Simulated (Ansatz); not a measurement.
**Run report: CoO, single-point calculation (part 3 of 3)**

The same run, continued: CoO (slab, 8 atoms in the cell); DFT, PBE, plane waves, PAW, Ueff = 1 eV on Co d (Ansatz 0.2.0); cutoff 420 eV, 10×10×1 k-mesh, Gaussian smearing of 0.1 eV, collinear spins. The structure derives from an entry of the Crystallography Open Database. The run did not end well.

Geometry of the input (Å; fractional positions):
```
3.0160  0.0000  0.0000
0.0000  3.0160  0.0000
0.0000  0.0000  23.3217
Co 0.5000  0.5000  0.3645
O  0.0000  0.0000  0.3645
Co 0.0000  0.0000  0.4548
O  0.5000  0.5000  0.4548
Co 0.5000  0.5000  0.5533
O  0.0000  0.0000  0.5447
Co 0.0000  0.0000  0.6319
O  0.5000  0.5000  0.6409
```

### What the program printed, continued
```
SCF iter  29: F=—  HF=-22766.024506 eV  |F-HF|=—  |Δ(HF+E_count)|=   6.61e-5  Δρ=2.25e-4 (↑4.38e-5 ↓2.25e-4)  dr2=1.83e-4  dr2_m=2.35e-5  M=11.869 μB ∫|m|=11.937 μB  β_m=1.20  ethr=3.96e-7  p=-0.016 e·Å  D=-1.36e-2 V/Å  ΔV_dip=0.32 eV  dr2_dipole=1.24e-5  V_vac-E_F(+/−)=4.39/4.07 eV  ⟨swp⟩=1.4  Hψ=2472  notcnv=0  defer=252  κ⁻¹=1.1e-4(r=8)
SCF iter  30: F=—  HF=-22766.024507 eV  |F-HF|=—  |Δ(HF+E_count)|=   8.65e-7  Δρ=1.40e-4 (↑2.66e-5 ↓1.40e-4)  dr2=1.63e-4  dr2_m=7.63e-6  M=11.868 μB ∫|m|=11.937 μB  β_m=1.20  ethr=1.99e-7  p=-0.016 e·Å  D=-1.37e-2 V/Å  ΔV_dip=0.32 eV  dr2_dipole=5.21e-5  V_vac-E_F(+/−)=4.39/4.07 eV  ⟨swp⟩=1.7  Hψ=2728  notcnv=0  defer=252  κ⁻¹=7.9e-5(r=8)
SCF iter  31: F=—  HF=-22766.024507 eV  |F-HF|=—  |Δ(HF+E_count)|=   3.73e-8  Δρ=6.52e-5 (↑1.92e-5 ↓6.52e-5)  dr2=1.98e-5  dr2_m=2.38e-6  M=11.868 μB ∫|m|=11.936 μB  β_m=1.20  ethr=1.77e-7  p=-0.016 e·Å  D=-1.36e-2 V/Å  ΔV_dip=0.32 eV  dr2_dipole=5.26e-6  V_vac-E_F(+/−)=4.39/4.07 eV  ⟨swp⟩=1.4  Hψ=2516  notcnv=0  defer=252  κ⁻¹=7.0e-5(r=8)
SCF iter  32: F=—  HF=-22766.024510 eV  |F-HF|=—  |Δ(HF+E_count)|=   2.45e-6  Δρ=2.41e-5 (↑7.00e-6 ↓2.41e-5)  dr2=2.40e-6  dr2_m=2.77e-7  M=11.868 μB ∫|m|=11.936 μB  β_m=1.20  ethr=2.15e-8  p=-0.016 e·Å  D=-1.36e-2 V/Å  ΔV_dip=0.32 eV  dr2_dipole=5.28e-7  V_vac-E_F(+/−)=4.39/4.07 eV  ⟨swp⟩=1.7  Hψ=3114  notcnv=0  defer=253  κ⁻¹=1.5e-5(r=8)
SCF iter  33: F=—  HF=-22766.024510 eV  |F-HF|=—  |Δ(HF+E_count)|=   4.76e-7  Δρ=1.46e-5 (↑6.47e-6 ↓1.46e-5)  dr2=7.34e-7  dr2_m=8.10e-8  M=11.867 μB ∫|m|=11.936 μB  β_m=1.20  ethr=2.61e-9  p=-0.016 e·Å  D=-1.36e-2 V/Å  ΔV_dip=0.32 eV  dr2_dipole=1.03e-7  V_vac-E_F(+/−)=4.39/4.07 eV  ⟨swp⟩=1.9  Hψ=3012  notcnv=0  defer=253  κ⁻¹=6.7e-6(r=8)
SCF iter  34: F=—  HF=-22766.024511 eV  |F-HF|=—  |Δ(HF+E_count)|=   7.35e-7  Δρ=1.57e-5 (↑3.83e-6 ↓1.57e-5)  dr2=9.39e-7  dr2_m=1.05e-7  M=11.867 μB ∫|m|=11.936 μB  β_m=1.20  ethr=7.98e-10  p=-0.016 e·Å  D=-1.36e-2 V/Å  ΔV_dip=0.32 eV  dr2_dipole=1.29e-7  V_vac-E_F(+/−)=4.39/4.07 eV  ⟨swp⟩=2.0  Hψ=3450  notcnv=0  defer=253  κ⁻¹=1.0e-5(r=8)
SCF iter  35: F=—  HF=-22766.024511 eV  |F-HF|=—  |Δ(HF+E_count)|=   1.54e-7  Δρ=7.40e-6 (↑2.54e-6 ↓7.40e-6)  dr2=3.16e-7  dr2_m=2.23e-8  M=11.867 μB ∫|m|=11.936 μB  β_m=1.20  ethr=7.98e-10  p=-0.016 e·Å  D=-1.36e-2 V/Å  ΔV_dip=0.32 eV  dr2_dipole=8.07e-8  V_vac-E_F(+/−)=4.39/4.07 eV  ⟨swp⟩=1.1  Hψ=2404  notcnv=0  defer=253  κ⁻¹=7.9e-6(r=8)
SCF iter  36: F=—  HF=-22766.024511 eV  |F-HF|=—  |Δ(HF+E_count)|=   9.02e-8  Δρ=6.18e-6 (↑1.40e-6 ↓6.18e-6)  dr2=1.16e-7  dr2_m=1.76e-8  M=11.867 μB ∫|m|=11.936 μB  β_m=1.20  ethr=3.44e-10  p=-0.016 e·Å  D=-1.36e-2 V/Å  ΔV_dip=0.32 eV  dr2_dipole=7.31e-9  V_vac-E_F(+/−)=4.39/4.07 eV  ⟨swp⟩=2.0  Hψ=3389  notcnv=0  defer=253  κ⁻¹=4.5e-6(r=8)
SCF iter  37: F=-22766.024511 eV  HF=-22766.024511 eV  |F-HF|=1.08e-8  |Δ(HF+E_count)|=   1.48e-9  Δρ=2.34e-6 (↑7.48e-7 ↓2.34e-6)  dr2=1.49e-8  dr2_m=2.43e-9  M=11.867 μB ∫|m|=11.936 μB  ethr=1.09e-10  p=-0.016 e·Å  D=-1.36e-2 V/Å  ΔV_dip=0.32 eV  dr2_dipole=6.50e-10  V_vac-E_F(+/−)=4.39/4.07 eV  ⟨swp⟩=13.9  Hψ=11282  notcnv=0
SCF 1 converged in 37 iterations: F = -22766.024511 eV  dr2 = 1.49e-8
  greatest PAW one-centre occupation: 1.004 electrons in one spin orbital (limit 2), on the Co atom at site 4 (counted from 0), in its partial waves of l = 1
```

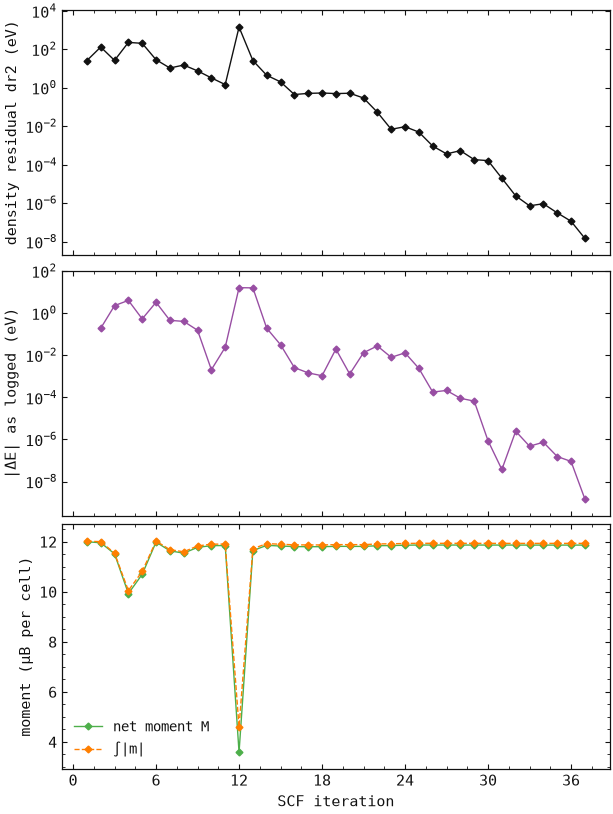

**Figure 1.** Convergence of the self-consistent field: density residual dr2, size of the energy change and magnetic moment against the SCF iteration. The run ended after 37 iterations. The net moment goes from 12.0 to 11.9 μB per cell, with excursions between 3.6 and 12.0 on the way.

```
Symmetry: 1 space group operations
k-points: 52 of 100 (time reversal used)
Initial density: read from a saved state, or passed on in memory by an earlier SCF of this step, an earlier step, the calling program or the single point that the run made first
Starting moments: Σ|m| = 12.32 μB on 8 of 8 sites; this step starts from the density that it was given
```

### Outcome

```tsv
quantity	value
outcome	stopped at the time limit
hardware	2 threads of Intel Xeon @ 2.50GHz (Skylake/Cascade Lake), 189 GiB of memory available, shared host
wall time	6.4 min (CPU time 12 min)
peak memory	1.5 GiB
```

### What went wrong

Settings chosen away from the usual ones: basis.ecutrho_ratio set to 8; hamiltonian.hubbard set to {"sites": [{"species": "Co", "l": "d", "u_eff": 1.0}], "double_counting": "fll"}. The run was cut off by its time limit, so the output is incomplete.
